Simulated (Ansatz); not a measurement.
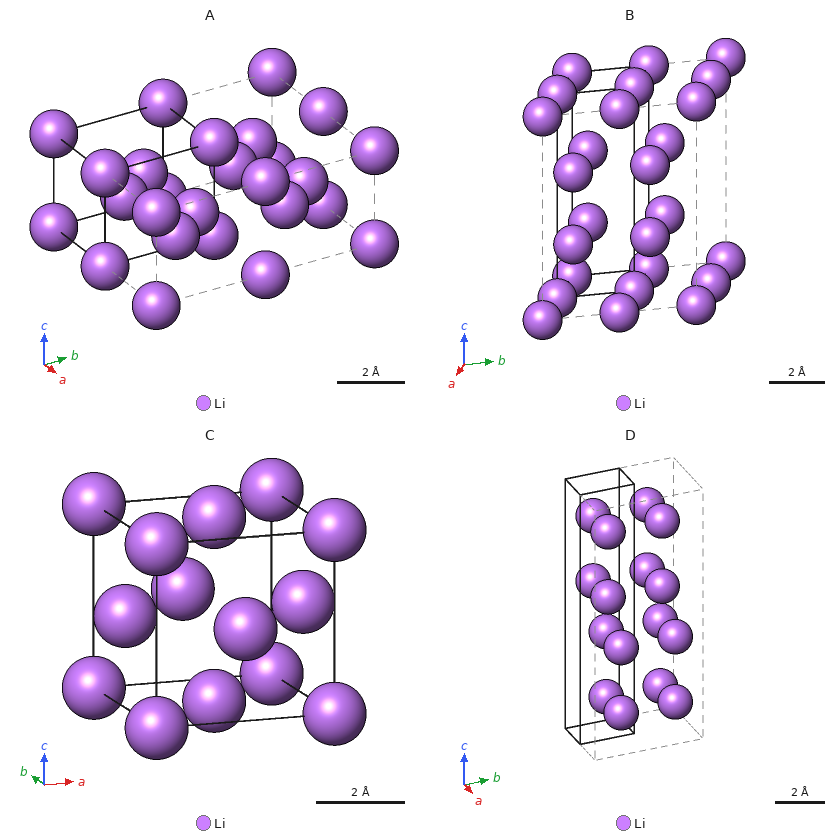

Four structures of Li, each relaxed to rest (conventional cells in solid outline, small ones repeated, each panel with its own scale). Method: DFT PBE, scalar-relativistic, plane waves, PAW in Ansatz, without spin polarisation.

Give the type and space group of each panel.

A: ω phase (AlB₂-like), P6/mmm; B: 3 atoms a cell on a primitive hexagonal lattice, P-6m2; C: face-centred cubic (Cu type), Fm-3m; D: 4 atoms a cell on a primitive hexagonal lattice, P6_3/mmc.

Which of these is lowest in energy, and how far above it do the others lie?

C, then A (+14 meV/atom), B (+25 meV/atom) and D (+36 meV/atom), energies at zero smearing.

Collect the results in a table.

| panel | structure | E − E(lowest) (meV/atom) | volume (Å³/atom) | gap (eV) |
| --- | --- | --- | --- | --- |
| C | Fm-3m | 0 | 20.2 | metal |
| A | P6/mmm | 14 | 20.3 | metal |
| B | P-6m2 | 25 | 20.3 | metal |
| D | P6_3/mmc | 36 | 20.4 | metal |

Some of these may be structure types tried for this composition rather than known phases, and the most stable form need not be among them. Gaps are taken on the k-mesh or band path of each run.
